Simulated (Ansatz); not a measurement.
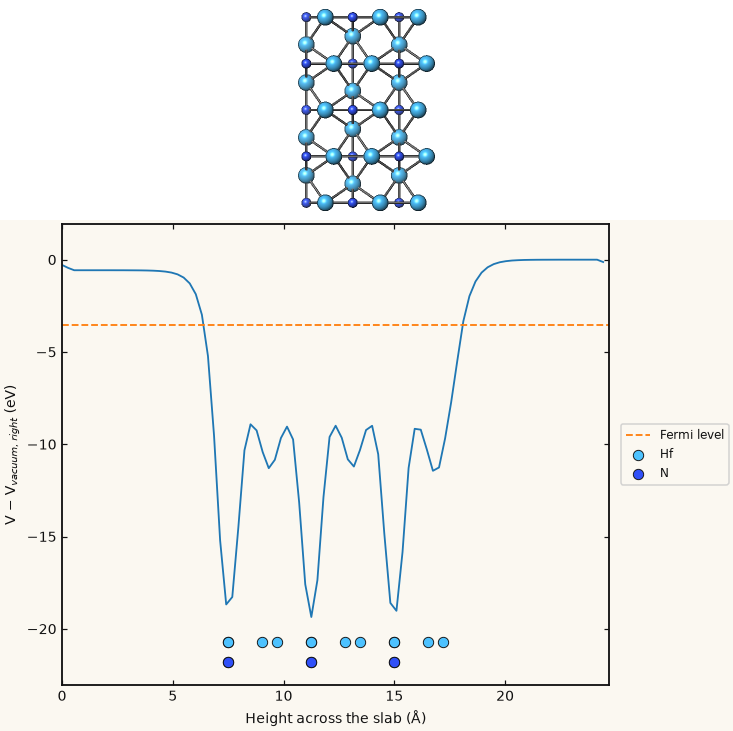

Plane-averaged electrostatic potential energy of an electron across the slab; circles at the bottom mark the heights of the atoms. The structure is drawn too.

System: a (110) slab cut from Hf2N (P4_2/mnm), unrelaxed, ended by Hf above and HfN below, 18 atoms in the cell.

Ansatz 0.2.0; DFT PBEsol, scalar-relativistic, plane waves, PAW, no spin polarisation, 11×5×1 k mesh, Gaussian smearing of 0.1 eV.

Q: What is the work function?

A: The work function is 3.53 eV at the right face and 2.96 eV at the left.

Q: Do the two faces differ, and what does that say about the slab's dipole?

A: The vacuum level is 0.57 eV higher at the right than at the left, so the slab carries a dipole along its normal; the ramp in the vacuum, at or near the edge of the plot, is the dipole correction that keeps each side flat.

The atoms aren't at rest in this cell (largest force 2.0 eV/Å), so the relaxed material can differ. Spin-orbit coupling is left out, which matters for Hf.
